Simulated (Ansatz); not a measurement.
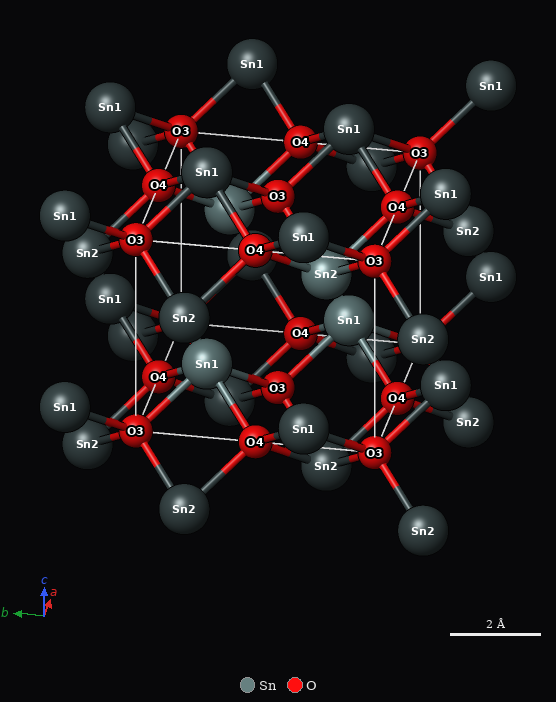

Fig. 1: The input geometry of run 1 (ball-and-stick view of the cell 2 times as large as that of the calculation, set on its symmetry axes, seen at an oblique angle; neighbours outside the cell are drawn fainter; atoms are numbered from 1 in the order of the input). An atom can appear more than once, as a periodic image. Near neighbours in the periodic cell (some may lie outside the picture): Sn has 4 O at 2.22 Å; O has 4 Sn at 2.22 Å.

**Two runs on SnO**

System: SnO (Cmme, 4 atoms in the cell).
Method of run 1: DFT PBEsol, scalar-relativistic, plane waves, PAW, no spin polarisation (Ansatz 0.2.0).

The structure derives from an entry of the Crystallography Open Database. Text and figures count atoms from 1; the logs count them from 0 in places.

## Input file, run 1
```yaml
crystal:
  lattice:
    - [3.802, 0.047525, 0.0]
    - [0.047525, 3.802, 0.0]
    - [0.0, 0.0, 4.836]
  atoms:
    - { symbol: Sn, position: [0.0, 0.5, 0.2385] }
    - { symbol: Sn, position: [0.5, 0.0, 0.7615] }
    - { symbol: O, position: [0.0, 0.0, 0.0] }
    - { symbol: O, position: [0.5, 0.5, 0.0] }
basis:
  ecutwfc: 420
kpoints:
  mp_grid: { grid: [12, 12, 10] }
hamiltonian:
  xc: pbesol
scf:
  occupations: { method: gaussian, width: 0.15 }
output:
  forces: true
  stress: true
  eigenvalues: true
  write_density: true
  write_potential: true
  elf: true
  volumetric_format: npy
```

Launched with:
```bash
ansatz run input.yaml --threads 1 --pin off --max-ram 2560MiB --backend cpu --events-out ev --progress --plain --runs-dir out
```

Hardware: 1 thread of Intel Xeon @ 2.50GHz (Skylake/Cascade Lake), 189 GiB of memory available, shared host.

## Output, shortened to warnings, some set-up lines, iterations and results (run 1)
```
Basis set: ecut = 420 eV, 1365 PW (Γ), exchange–correlation on 54×54×72 points (8 copies of the dense FFT grid, shifted against one another)
Symmetry: 8 space group operations
k-points: 258 of 1440
Initial density: superposition of atomic densities (neutral atoms: chi_scale 0, normalization atom), corrected by the library's trained network
[...]
SCF iter   1: F=—  HF=-13021.432642 eV  |F-HF|=—  |Δ(HF+E_count)|=         —  Δρ=1.35e-2  dr2=1.06e-1  ethr=1.77e-3  ⟨swp⟩=5.5  Hψ=27285  notcnv=0
SCF iter   2: F=—  HF=-13021.407558 eV  |F-HF|=—  |Δ(HF+E_count)|=   2.51e-2  Δρ=2.29e-3  dr2=2.51e-3  ethr=2.65e-4  ⟨swp⟩=2.0  Hψ=10688  notcnv=0
SCF iter   3: F=—  HF=-13021.407310 eV  |F-HF|=—  |Δ(HF+E_count)|=   2.48e-4  Δρ=1.11e-3  dr2=8.00e-4  ethr=6.26e-6  ⟨swp⟩=2.6  Hψ=10547  notcnv=0
SCF iter   4: F=—  HF=-13021.407285 eV  |F-HF|=—  |Δ(HF+E_count)|=   2.47e-5  Δρ=2.76e-4  dr2=9.32e-5  ethr=2.00e-6  ⟨swp⟩=2.4  Hψ=11323  notcnv=0
SCF iter   5: F=—  HF=-13021.407300 eV  |F-HF|=—  |Δ(HF+E_count)|=   1.45e-5  Δρ=9.21e-5  dr2=9.40e-6  ethr=2.33e-7  ⟨swp⟩=2.7  Hψ=11388  notcnv=0
SCF iter   6: F=—  HF=-13021.407304 eV  |F-HF|=—  |Δ(HF+E_count)|=   4.39e-6  Δρ=2.65e-5  dr2=5.57e-7  ethr=2.35e-8  ⟨swp⟩=2.1  Hψ=8021  notcnv=0
SCF iter   7: F=-13021.407305 eV  HF=-13021.407305 eV  |F-HF|=1.58e-9  |Δ(HF+E_count)|=   3.88e-7  Δρ=6.17e-6  dr2=3.06e-8  ethr=2.50e-10  ⟨swp⟩=10.6  Hψ=49453  notcnv=0
SCF 1 converged in 7 iterations: F = -13021.407305 eV  dr2 = 3.06e-8
SCF converged after 7 iterations
Free energy (F): -13021.407305 eV
Harris-Foulkes:  -13021.407305 eV  (|F-HF|=1.58e-9)
Internal energy: -13021.406041 eV  (E = F + TS)
E sigma→0 (E₀):  -13021.406673 eV
Entropy (-TS):   -0.001264 eV (-0.316 meV/atom)
Fermi energy:    9.973182 eV
--- Per-component energies (eV) ---
  E_band       = -187.676865
  E_kinetic    = 723.669055
  E_local      = -2662.098813  (includes V_loc(G=0)·N_el)
  E_nonlocal   = 36.332459
  E_hartree    = 1438.049296
  E_xc         = -904.329378
  E_vxc        = -380.915197  (∫ρ·V_xc dr)
  E_paw        = -8435.048840  (= ΣΔE_a)
  E_vpaw       = -780.763258  (= ΣTr[D̂ρ^β])
  E_aug_tail   = 0.004811  (compensation charges beyond the density's cutoff)
  E_ewald      = -3218.624887
  E_core_change = 0.640255  (= ΣΔE_core)
  E_smearing   = -0.001264  (= −TS)
  E_closure    = 0.000000  (closes the sum)
  Σ components = -13021.407305   (vs F -13021.407305, Δ=0.00e0)
--- Forces (eV/Å), atoms counted from 1 ---
  atom   1  Sn     0.00000000    -0.00000000     0.06145459
  atom   2  Sn     0.00000000    -0.00000000    -0.06145459
  atom   3  O      0.00000000     0.00000000     0.00000000
  atom   4  O      0.00000000     0.00000000     0.00000000
  max |Σ_I F_I| component: 6.94e-18 eV/Å
--- Stress (GPa, compression-positive) ---
        0.138457      -2.089614       0.000000
       -2.089614       0.138457       0.000000
        0.000000       0.000000      -0.339756
  P = ⅓ Tr σ = -0.0209 GPa (-0.209 kbar)
```

For run 2 the input was changed thus:
```diff
-    - [3.802, 0.047525, 0.0]
-    - [0.047525, 3.802, 0.0]
+    - [3.802, 0.009505, 0.0]
+    - [0.009505, 3.802, 0.0]
```

Predict how the results change.

With the same functional and potentials, run 2 lies 2.7 meV per atom lower. The number of SCF iterations is the same. The plane waves at Γ go from 1365 to 1369.

## Output, shortened to warnings, some set-up lines, iterations and results (run 2)
```
Basis set: ecut = 420 eV, 1369 PW (Γ), exchange–correlation on 54×54×72 points (8 copies of the dense FFT grid, shifted against one another)
Symmetry: 8 space group operations
k-points: 258 of 1440
Initial density: superposition of atomic densities (neutral atoms: chi_scale 0, normalization atom), corrected by the library's trained network
[...]
SCF iter   1: F=—  HF=-13021.443556 eV  |F-HF|=—  |Δ(HF+E_count)|=         —  Δρ=1.35e-2  dr2=1.06e-1  ethr=1.77e-3  ⟨swp⟩=5.5  Hψ=27327  notcnv=0
SCF iter   2: F=—  HF=-13021.418496 eV  |F-HF|=—  |Δ(HF+E_count)|=   2.51e-2  Δρ=2.29e-3  dr2=2.50e-3  ethr=2.65e-4  ⟨swp⟩=2.0  Hψ=10638  notcnv=0
SCF iter   3: F=—  HF=-13021.418251 eV  |F-HF|=—  |Δ(HF+E_count)|=   2.45e-4  Δρ=1.10e-3  dr2=7.97e-4  ethr=6.24e-6  ⟨swp⟩=2.6  Hψ=10636  notcnv=0
SCF iter   4: F=—  HF=-13021.418229 eV  |F-HF|=—  |Δ(HF+E_count)|=   2.20e-5  Δρ=2.78e-4  dr2=9.42e-5  ethr=1.99e-6  ⟨swp⟩=2.3  Hψ=11314  notcnv=0
SCF iter   5: F=—  HF=-13021.418241 eV  |F-HF|=—  |Δ(HF+E_count)|=   1.17e-5  Δρ=9.27e-5  dr2=9.47e-6  ethr=2.36e-7  ⟨swp⟩=2.7  Hψ=11391  notcnv=0
SCF iter   6: F=—  HF=-13021.418246 eV  |F-HF|=—  |Δ(HF+E_count)|=   4.52e-6  Δρ=2.66e-5  dr2=5.55e-7  ethr=2.37e-8  ⟨swp⟩=2.1  Hψ=8050  notcnv=0
SCF iter   7: F=-13021.418246 eV  HF=-13021.418246 eV  |F-HF|=1.33e-9  |Δ(HF+E_count)|=   3.94e-7  Δρ=6.19e-6  dr2=3.05e-8  ethr=2.50e-10  ⟨swp⟩=10.5  Hψ=49292  notcnv=0
SCF 1 converged in 7 iterations: F = -13021.418246 eV  dr2 = 3.05e-8
SCF converged after 7 iterations
Free energy (F): -13021.418246 eV
Harris-Foulkes:  -13021.418246 eV  (|F-HF|=1.33e-9)
Internal energy: -13021.417004 eV  (E = F + TS)
E sigma→0 (E₀):  -13021.417625 eV
Entropy (-TS):   -0.001241 eV (-0.310 meV/atom)
Fermi energy:    9.970777 eV
--- Per-component energies (eV) ---
  E_band       = -187.790618
  E_kinetic    = 723.657390
  E_local      = -2662.453330  (includes V_loc(G=0)·N_el)
  E_nonlocal   = 36.331119
  E_hartree    = 1438.176693
  E_xc         = -904.324503
  E_vxc        = -380.909090  (∫ρ·V_xc dr)
  E_paw        = -8435.053676  (= ΣΔE_a)
  E_vpaw       = -780.770501  (= ΣTr[D̂ρ^β])
  E_aug_tail   = 0.004799  (compensation charges beyond the density's cutoff)
  E_ewald      = -3218.395752
  E_core_change = 0.640255  (= ΣΔE_core)
  E_smearing   = -0.001241  (= −TS)
  E_closure    = -0.000000  (closes the sum)
  Σ components = -13021.418246   (vs F -13021.418246, Δ=0.00e0)
--- Forces (eV/Å), atoms counted from 1 ---
  atom   1  Sn     0.00000000     0.00000000     0.06063864
  atom   2  Sn     0.00000000     0.00000000    -0.06063864
  atom   3  O      0.00000000    -0.00000000     0.00000000
  atom   4  O      0.00000000    -0.00000000    -0.00000000
  max |Σ_I F_I| component: 6.94e-18 eV/Å
--- Stress (GPa, compression-positive) ---
        0.100861      -0.417878       0.000000
       -0.417878       0.100861       0.000000
        0.000000       0.000000      -0.353807
  P = ⅓ Tr σ = -0.0507 GPa (-0.507 kbar)
```

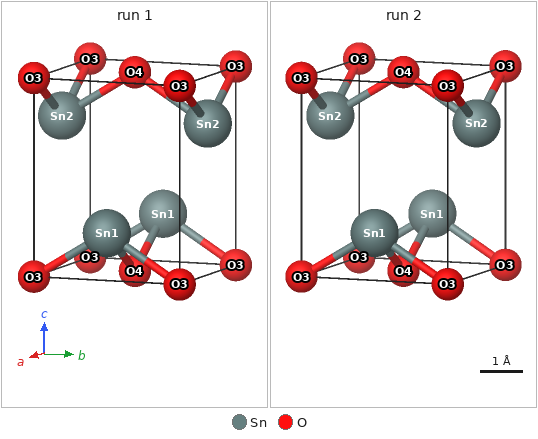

Fig. 2: The two input geometries at one scale (ball-and-stick view of the cell of the calculation, seen slightly off an axis). No atom moves by more than 0.005 Å relative to the cell. The drawn cell changes at constant volume: a = b stay at 3.802 Å, c stays at 4.836 Å, γ 88.6° → 89.7°.

## The two runs side by side

```tsv
quantity	run 1	run 2
outcome	converged	converged
free energy per atom (eV)	−3255.3518	−3255.3546
gap on the mesh (eV)	0.00	0.00
pressure (GPa)	−0.02	−0.05
largest force (eV/Å)	0.061	0.061
SCF iterations	7	7
irreducible k-points	258	258
plane waves at Γ	1365	1369
wall time (shared host)	59 s	49 s
```
